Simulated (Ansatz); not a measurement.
Single-point calculation of AlGa3N4

AlGa3N4 (Cmc2₁, 16 atoms in the cell), computed with DFT PBEsol, scalar-relativistic, plane waves, PAW, no spin polarisation (Ansatz 0.2.0).

The structure was built on a prototype by a generator; it need not be a known phase. Figures and captions count atoms from 1; the log counts them from 0 in places.

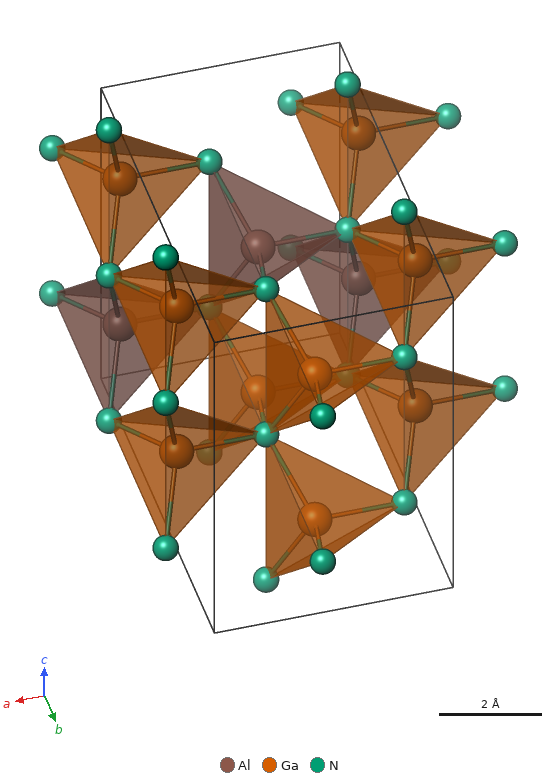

The structure (polyhedral view of the cell of the calculation, seen at an oblique angle; polyhedra are completed across the faces of the cell).

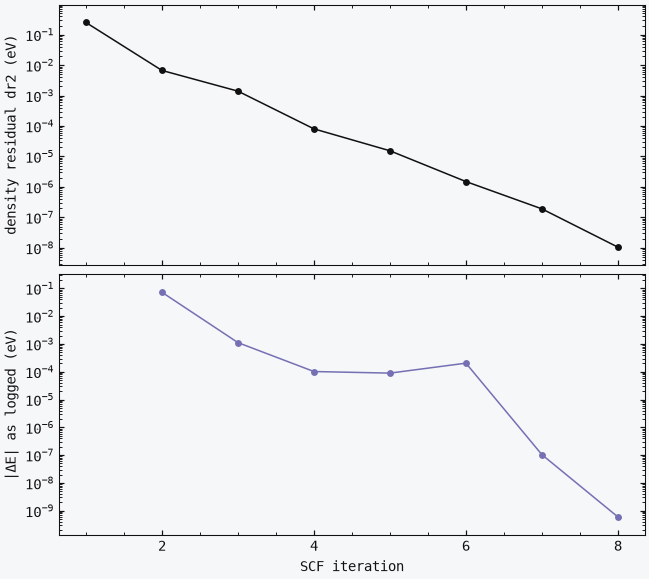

Convergence of the self-consistent field: density residual dr2 and size of the energy change against the SCF iteration. The residual falls at every step.

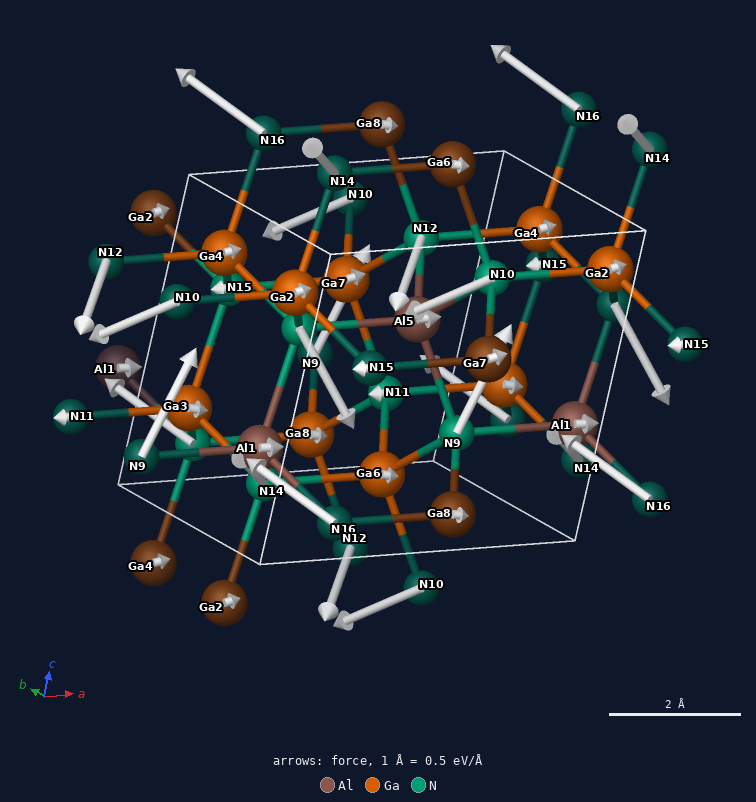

Forces on the atoms as white arrows (ball-and-stick view of the cell of the calculation, seen slightly off an axis; neighbours outside the cell are drawn fainter; atoms are numbered from 1 in the order of the input). The largest act on N9, N13 (0.94 eV/Å); N10, N12, N14, N16 (0.93 eV/Å). The geometry is not a stationary point of this energy.

The input and output of the run follow.

Input:
```yaml
crystal:
  lattice:
    - [0.0, 0.0, -5.13241064]
    - [3.15932362, 5.47210903, 0.0]
    - [3.15932362, -5.47210903, 0.0]
  atoms:
    - { symbol: Al, position: [0.0, 0.16666667, 0.33333333] }
    - { symbol: Ga, position: [0.0, 0.16666667, 0.83333333] }
    - { symbol: Ga, position: [0.0, 0.66666667, 0.33333333] }
    - { symbol: Ga, position: [0.0, 0.66666667, 0.83333333] }
    - { symbol: Al, position: [0.5, 0.33333333, 0.66666667] }
    - { symbol: Ga, position: [0.5, 0.33333333, 0.16666667] }
    - { symbol: Ga, position: [0.5, 0.83333333, 0.66666667] }
    - { symbol: Ga, position: [0.5, 0.83333333, 0.16666667] }
    - { symbol: "N", position: [0.625, 0.16666667, 0.33333333] }
    - { symbol: "N", position: [0.625, 0.16666667, 0.83333333] }
    - { symbol: "N", position: [0.625, 0.66666667, 0.33333333] }
    - { symbol: "N", position: [0.625, 0.66666667, 0.83333333] }
    - { symbol: "N", position: [0.125, 0.33333333, 0.66666667] }
    - { symbol: "N", position: [0.125, 0.33333333, 0.16666667] }
    - { symbol: "N", position: [0.125, 0.83333333, 0.66666667] }
    - { symbol: "N", position: [0.125, 0.83333333, 0.16666667] }
basis:
  ecutwfc: 420
kpoints:
  mp_grid: { grid: [4, 3, 3] }
hamiltonian:
  xc: pbesol
scf:
  occupations: { method: gaussian, width: 0.1 }
output:
  forces: true
  stress: true
  eigenvalues: true
```

Run as:
```bash
ansatz run input.yaml --threads 4 --pin off --max-ram 10240MiB --backend cpu --events-out ev --progress --plain --runs-dir out
```

The program's output:
```
Engine: ansatz 0.2.0, x86_64-unknown-linux-gnu
Pseudopotentials: kind: paw
Pseudopotential: Al, paw, valence charge 3, recommended cutoff 420 eV (normal), Al.paw.azcp
Pseudopotential: Ga, paw, valence charge 13, recommended cutoff 420 eV (normal), Ga.paw.azcp
Pseudopotential: N, paw, valence charge 5, recommended cutoff 420 eV (normal), N.paw.azcp
Functional definition: PBEsol
  exchange = pbesol_x
  correlation = pbesol_c
Crystal: 16 atoms, lattice volume = 177.460 Å³
Basis set: ecut = 420 eV, 3473 PW (Γ), exchange–correlation on 72×90×90 points (8 copies of the dense FFT grid, shifted against one another)
Bands: 78, of which v1, the nominal top of the filled ones, is band 62 counted from 1 (61 counted from 0)
Symmetry: 4 space group operations
Space group: Cmc21 (ITA 36), of the structure as read, at distance tolerance 5.6e-5 Å
k-points: 12 of 36 (time reversal used)
Non-local potential: Al, projectors of the file, l = 0: 2, l = 1: 2, l = 2: 1
Non-local potential: Ga, projectors of the file, l = 0: 2, l = 1: 2, l = 2: 3, l = 3: 1
Non-local potential: N, projectors of the file, l = 0: 2, l = 1: 2, l = 2: 1
PAW form: soft (Blöchl's): semilocal exchange-correlation on the pseudo side does not see the compensation charge
PAW frozen core: Al, regenerated for the run's functional, and the local potential with it (the file was generated under x = pbe(κ = 0.804, μ = 0.2195149727645171), c = pbe(β = 0.06672455060314922))
PAW frozen core: Ga, regenerated for the run's functional, and the local potential with it (the file was generated under x = pbe(κ = 0.804, μ = 0.2195149727645171), c = pbe(β = 0.06672455060314922))
PAW frozen core: N, regenerated for the run's functional, and the local potential with it (the file was generated under x = pbe(κ = 0.804, μ = 0.2195149727645171), c = pbe(β = 0.06672455060314922))
PAW one-centre angular grid: Al, 110 points (default); XC on 64 Gauss nodes
PAW one-centre angular grid: Ga, 590 points (default); XC on 64 Gauss nodes
PAW one-centre angular grid: N, 110 points (default); XC on 64 Gauss nodes
Initial density: superposition of atomic densities (neutral atoms: chi_scale 0, normalization atom), corrected by the library's trained network
Initial wavefunctions: pseudopotential atomic-orbital guess
Functional: x = pbesol(κ = 0.804, μ = 0.12345679012345678), c = pbesol(β = 0.046)
SCF iter   1: F=—  HF=-26548.868014 eV  |F-HF|=—  |Δ(HF+E_count)|=         —  Δρ=1.20e-2  dr2=2.52e-1  ethr=1.77e-3  ⟨swp⟩=6.0  Hψ=3525  notcnv=0  defer=8
preconditioner: auto → Resta (q_TF=auto, 2.570 Å⁻¹)  ε∞=4.7  [insulator: Δε(μ)=2.328 eV  Ē_g=16.158 eV  σ=0.100 eV  W_gap=1.00  n_scr=46 (ndim 8)  ℏωp=31.0 eV  f_vac=0.000  D(μ)=0.00/eV (n_scr^D=0)  ε∞_Penn≈4.7]
SCF iter   2: F=—  HF=-26548.795423 eV  |F-HF|=—  |Δ(HF+E_count)|=   7.26e-2  Δρ=1.86e-3  dr2=6.71e-3  ethr=2.03e-4  ⟨swp⟩=2.0  Hψ=1367  notcnv=0  defer=104
SCF iter   3: F=—  HF=-26548.794302 eV  |F-HF|=—  |Δ(HF+E_count)|=   1.12e-3  Δρ=8.79e-4  dr2=1.40e-3  ethr=5.41e-6  ⟨swp⟩=2.2  Hψ=1195  notcnv=0  defer=34
automatic band count: iteration 3 solves 72 bands in place of 78: the levels show a gap, and the empty bands left out lie too high to hold charge; the band table lists the bands solved (type scf.n_extra_bands for more)
SCF iter   4: F=—  HF=-26548.794200 eV  |F-HF|=—  |Δ(HF+E_count)|=   1.02e-4  Δρ=2.20e-4  dr2=8.08e-5  ethr=1.13e-6  ⟨swp⟩=3.0  Hψ=1593  notcnv=0  defer=34
SCF iter   5: F=—  HF=-26548.794111 eV  |F-HF|=—  |Δ(HF+E_count)|=   8.94e-5  Δρ=1.11e-4  dr2=1.54e-5  ethr=6.52e-8  ⟨swp⟩=2.0  Hψ=1564  notcnv=0  defer=34
SCF iter   6: F=—  HF=-26548.793906 eV  |F-HF|=—  |Δ(HF+E_count)|=   2.04e-4  Δρ=2.87e-5  dr2=1.50e-6  ethr=1.24e-8  ⟨swp⟩=2.4  Hψ=1592  notcnv=0  defer=34
SCF iter   7: F=—  HF=-26548.793906 eV  |F-HF|=—  |Δ(HF+E_count)|=   1.04e-7  Δρ=1.10e-5  dr2=1.90e-7  ethr=1.21e-9  ⟨swp⟩=2.0  Hψ=1227  notcnv=0  defer=34
SCF iter   8: F=-26548.793906 eV  HF=-26548.793906 eV  |F-HF|=6.90e-9  |Δ(HF+E_count)|=  5.97e-10  Δρ=2.59e-6  dr2=1.05e-8  ethr=8.06e-11  ⟨swp⟩=9.8  Hψ=3330  notcnv=0
SCF 1 converged in 8 iterations: F = -26548.793906 eV  dr2 = 1.05e-8
  greatest PAW one-centre occupation: 0.995 electrons in one spin orbital (limit 2), on the Ga atom at site 7 (counted from 0), in its partial waves of l = 2
SCF converged after 8 iterations
Free energy (F): -26548.793906 eV
Harris-Foulkes:  -26548.793906 eV  (|F-HF|=6.90e-9)
Internal energy: -26548.793906 eV  (E = F + TS)
E sigma→0 (E₀):  -26548.793906 eV
Fermi energy:    10.316045 eV
--- Per-component energies (eV) ---
  E_band       = -25.921071
  E_kinetic    = 1799.579096
  E_local      = -13304.516655  (includes V_loc(G=0)·N_el)
  E_nonlocal   = 2964.463447
  E_hartree    = 6101.313836
  E_xc         = -968.378078
  E_vxc        = -1019.294348  (∫ρ·V_xc dr)
  E_paw        = -13611.101359  (= ΣΔE_a)
  E_vpaw       = -2668.778013  (= ΣTr[D̂ρ^β])
  E_aug_tail   = 0.000314  (compensation charges beyond the density's cutoff)
  E_ewald      = -9535.595442
  E_core_change = 5.440936  (= ΣΔE_core)
  E_smearing   = -0.000000  (= −TS)
  E_closure    = -0.000000  (closes the sum)
  Σ components = -26548.793906   (vs F -26548.793906, Δ=0.00e0)
--- Forces (eV/Å), atoms counted from 1 ---
  atom   1  Al    -0.00525277     0.00303269    -0.19847080
  atom   2  Ga     0.02708009    -0.00533875    -0.13676496
  atom   3  Ga    -0.02961172     0.01709633    -0.15936721
  atom   4  Ga     0.01816353    -0.02078267    -0.13676496
  atom   5  Al     0.00525277    -0.00303269    -0.19847080
  atom   6  Ga    -0.02708009     0.00533875    -0.13676496
  atom   7  Ga     0.02961172    -0.01709633    -0.15936721
  atom   8  Ga    -0.01816353     0.02078267    -0.13676496
  atom   9  N      0.71193469    -0.41103568    -0.44659112
  atom  10  N      0.00025245     0.80505878     0.46636457
  atom  11  N      0.00047216    -0.00027260     0.14522447
  atom  12  N     -0.69707513    -0.40274802     0.46636457
  atom  13  N     -0.71193469     0.41103568    -0.44659112
  atom  14  N     -0.00025245    -0.80505878     0.46636457
  atom  15  N     -0.00047216     0.00027260     0.14522447
  atom  16  N      0.69707513     0.40274802     0.46636457
  max |Σ_I F_I| component: 1.09e-5 eV/Å
--- Stress (GPa, compression-positive) ---
        0.634649       0.028790       0.000000
        0.028790       0.667892       0.000000
        0.000000       0.000000       2.188969
  P = ⅓ Tr σ = 1.1638 GPa (11.638 kbar)
--- Band table (eV; the first three rows and the last of 12) ---
  k-point 0: bands = ["-6.7807", "-5.8561", "-5.8270", "-5.7309", "-5.6699", "-5.5040", "-5.3623", "-5.2065", "-4.2026", "-4.1756", "-4.1667", "-4.1585", "-4.0979", "-4.0942", "-4.0857", "-4.0789", "-4.0776", "-4.0174", "-4.0063", "-3.9798", "-3.9678", "-3.9653", "-3.9618", "-3.9385", "-3.9382", "-3.9357", "-3.8815", "-3.8790", "-3.8391", "-3.8291", "-3.8185", "-3.1347", "-2.9569", "-2.8683", "-2.6835", "-2.3253", "-2.2896", "-2.2637", "2.0766", "2.5895", "2.7794", "3.0127", "3.8306", "4.0838", "4.2842", "4.8731", "5.0415", "5.1851", "6.4524", "6.4736", "6.4885", "6.8592", "6.8808", "6.9025", "8.0909", "8.1142", "8.1175", "8.2257", "8.2492", "9.0384", "9.0955", "9.1099", "11.5221", "13.7734", "14.0030", "14.1885", "14.4426", "14.7793", "14.7867", "14.7976", "15.1807", "15.5446"]
  k-point 1: bands = ["-6.5078", "-6.0060", "-5.7927", "-5.7498", "-5.6761", "-5.5071", "-5.3905", "-5.2323", "-4.1797", "-4.1600", "-4.1513", "-4.1126", "-4.0950", "-4.0934", "-4.0752", "-4.0674", "-4.0506", "-4.0316", "-4.0176", "-3.9837", "-3.9807", "-3.9739", "-3.9631", "-3.9588", "-3.9458", "-3.9351", "-3.8934", "-3.8864", "-3.8657", "-3.8551", "-3.8394", "-3.6517", "-3.0731", "-3.0610", "-2.6797", "-2.2898", "-2.1524", "-1.9744", "2.4718", "3.0634", "3.1798", "3.7141", "4.0231", "4.2125", "4.5348", "4.8624", "5.0840", "5.3423", "5.5213", "5.6703", "6.5282", "6.8092", "7.1168", "7.1267", "7.3329", "7.4146", "7.5136", "7.6360", "7.8735", "8.4163", "8.7784", "8.8910", "12.9736", "14.2655", "14.6828", "14.7557", "14.9964", "15.1917", "15.6532", "15.7709", "15.9064", "16.0055"]
  k-point 2: bands = ["-6.5127", "-5.9771", "-5.8305", "-5.7477", "-5.6525", "-5.5497", "-5.3723", "-5.2097", "-4.1852", "-4.1658", "-4.1570", "-4.1388", "-4.1086", "-4.0745", "-4.0649", "-4.0593", "-4.0473", "-4.0280", "-4.0054", "-3.9854", "-3.9767", "-3.9721", "-3.9615", "-3.9531", "-3.9414", "-3.9258", "-3.9164", "-3.9107", "-3.8687", "-3.8531", "-3.8273", "-3.6408", "-3.1581", "-3.0371", "-2.5814", "-2.3073", "-2.1163", "-2.0458", "2.4664", "3.1010", "3.2781", "3.5338", "4.2061", "4.2248", "4.3134", "4.9768", "5.0388", "5.3348", "5.5962", "5.6329", "6.4916", "6.8155", "7.1057", "7.1112", "7.3924", "7.4083", "7.5106", "7.6197", "7.8698", "8.4074", "8.7825", "8.9072", "12.9732", "14.2593", "14.6965", "14.7128", "15.0377", "15.1688", "15.6814", "15.7380", "15.8481", "16.2941"]
  k-point 11: bands = ["-5.9119", "-5.9119", "-5.7314", "-5.7314", "-5.5978", "-5.5978", "-5.3573", "-5.3573", "-4.1231", "-4.1231", "-4.1157", "-4.1157", "-4.1009", "-4.1009", "-4.0903", "-4.0903", "-4.0625", "-4.0625", "-4.0179", "-4.0179", "-3.9886", "-3.9886", "-3.9633", "-3.9633", "-3.9261", "-3.9261", "-3.9006", "-3.9006", "-3.8832", "-3.8832", "-3.5187", "-3.5187", "-3.3181", "-3.3181", "-3.1819", "-3.1819", "-2.3497", "-2.3497", "3.1194", "3.1194", "4.1476", "4.1476", "4.2600", "4.2600", "4.7897", "4.7897", "4.9380", "4.9380", "6.8732", "6.8732", "7.0125", "7.0125", "7.1168", "7.1168", "7.3666", "7.3666", "7.3984", "7.3984", "7.4759", "7.4759", "7.7547", "7.7547", "14.8216", "14.8216", "14.9949", "14.9949", "15.1351", "15.1351", "15.8109", "15.8109", "16.2895", "16.2895"]
```

Summary:

```csv
quantity,value
outcome,converged
space group (tolerance 0.01 Å),Cmc2₁ (36)
electrons treated,124
free energy,−26548.7939 eV
Fermi energy,10.316 eV
gap on the k-point mesh,2.41 eV
pressure,1.16 GPa
largest force (length of the vector),0.936 eV/Å
hardware,"4 threads of Intel Xeon @ 2.70GHz, 189 GiB of memory available, shared host"
wall time,4.2 s (CPU time 15 s)
peak memory,0.64 GiB
```
